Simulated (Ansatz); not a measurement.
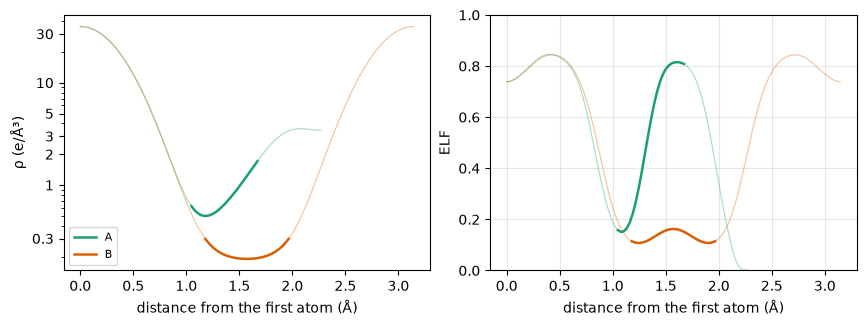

Figure 1: HfN. Valence electron density and ELF along straight lines between neighbouring atoms. Thin, pale parts lie inside the atomic spheres.

Space group P6₃/mmc; a structure from a database of computed crystals, not necessarily the ambient phase.

These are results of Ansatz, DFT r2SCAN, scalar-relativistic, plane waves, PAW, not measurements.

Core electrons are frozen (PAW), and the valence fields are smoothed inside the atomic spheres.

```cif
data_structure
_symmetry_space_group_name_H-M 'P 1'
_symmetry_Int_Tables_number 1
_cell_length_a 3.1443
_cell_length_b 3.1443
_cell_length_c 5.4252
_cell_angle_alpha 90.000
_cell_angle_beta 90.000
_cell_angle_gamma 120.000
_cell_volume 46.45
loop_
_atom_site_label
_atom_site_type_symbol
_atom_site_fract_x
_atom_site_fract_y
_atom_site_fract_z
_atom_site_occupancy
Hf1 Hf 0.66667 0.33333 0.75000 1
Hf2 Hf 0.33333 0.66667 0.25000 1
N1 N 0.00000 0.00000 0.00000 1
N2 N 0.00000 0.00000 0.50000 1
```

Which curve belongs to which contact (Hf–Hf and Hf–N)? The first atom named is at distance zero.

Curve A: Hf–N (2.27 Å): ρ at the midpoint is about 0.51 e/Å³; the ELF peaks at about 0.80 in the valence shell of N, 0.7 Å from its nucleus, and is about 0.15 at the midpoint (no shared electron pair shows on this line). Curve B: Hf–Hf (3.14 Å): ρ at the midpoint is about 0.19 e/Å³; the ELF is about 0.15 at the midpoint: no shared electron pair shows on this line.
